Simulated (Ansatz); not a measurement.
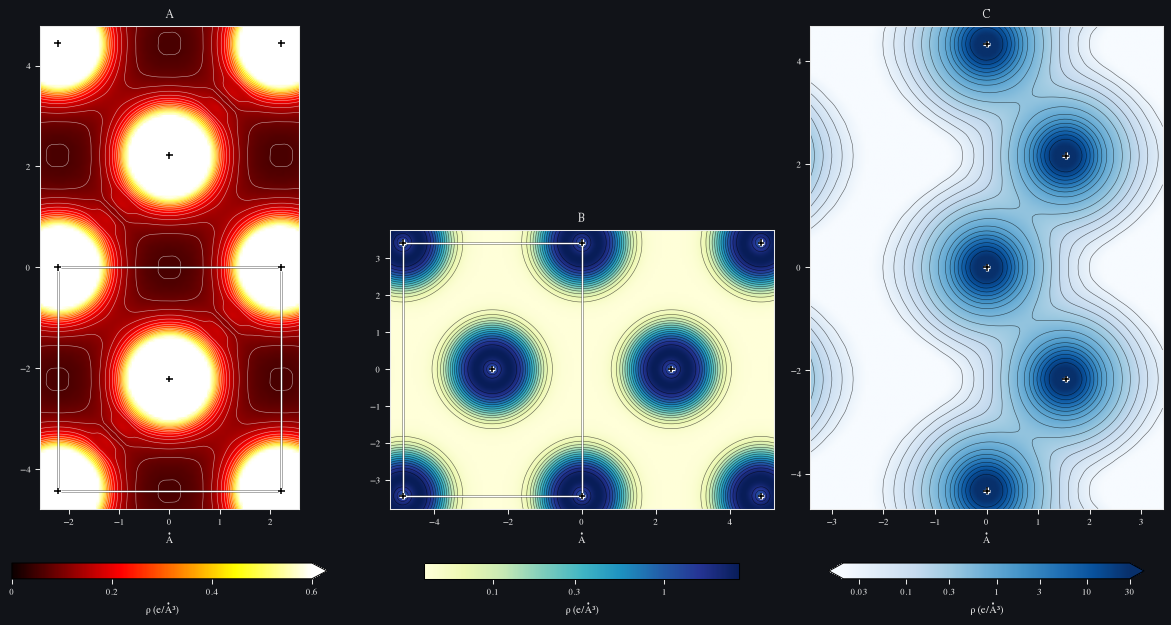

The valence charge density (pseudo) of 3 systems, each on a plane through atoms (crosses mark nuclei in the plane).

Computed with DFT, revPBE, plane waves (420 eV) with PAW, scalar-relativistic (Ansatz).

System 1: Se, the (110) plane of the conventional cell. Space group Fd-3m; set up as Se, diamond; a generated structure, not necessarily the stable one; changed on purpose from its base cell (volume × 0.88); computed pressure about 6 GPa in this cell.

```
Se
1.0
     6.12597    0.00000    0.00000
     0.00000    6.12597    0.00000
     0.00000    0.00000    6.12597
Se
8
Direct
  0.75000 0.25000 0.25000
  0.25000 0.75000 0.25000
  0.25000 0.25000 0.75000
  0.75000 0.75000 0.75000
  0.50000 0.00000 0.00000
  0.00000 0.50000 0.00000
  0.00000 0.00000 0.50000
  0.50000 0.50000 0.50000
```

System 2: Sr, the (011̄) plane of the conventional cell. Space group Im-3m; set up as Sr, bcc; a generated structure, not necessarily the stable one; changed on purpose from its base cell (volume × 1.0).

```yaml
crystal:
  lattice:
    - [4.85069, 0.00000, 0.00000]
    - [0.00000, 4.85069, 0.00000]
    - [0.00000, 0.00000, 4.85069]
  atoms:
    - { symbol: Sr, position: [0.00000, 0.00000, 0.00000] }
    - { symbol: Sr, position: [0.50000, 0.50000, 0.50000] }
```

System 3: Ga, the (100) plane of the conventional cell. Space group Fm-3m; set up as Ga, fcc; a generated structure, not necessarily the stable one; changed on purpose from its base cell (volume × 1.12); computed pressure about −4 GPa in this cell; computed without spin polarisation.

```
Ga
1.0
     4.43750    0.00000    0.00000
     0.00000    4.43750    0.00000
     0.00000    0.00000    4.43750
Ga
4
Cartesian
  0.0000 0.0000 0.0000
  2.2188 2.2188 0.0000
  2.2188 0.0000 2.2188
  0.0000 2.2188 2.2188
```

**Match each panel to its system.**

Panel A is system 3, Ga: the plane holds Ga. Ga–Ga (3.14 Å): the density is about 0.11 e/Å³ at the midpoint. Panel B is system 2, Sr: the plane holds Sr. Sr–Sr (4.20 Å): the density is about 0.04 e/Å³ at the midpoint. Panel C is system 1, Se: the plane holds Se. Se–Se (2.65 Å): ρ at the midpoint is about 0.39 e/Å³.
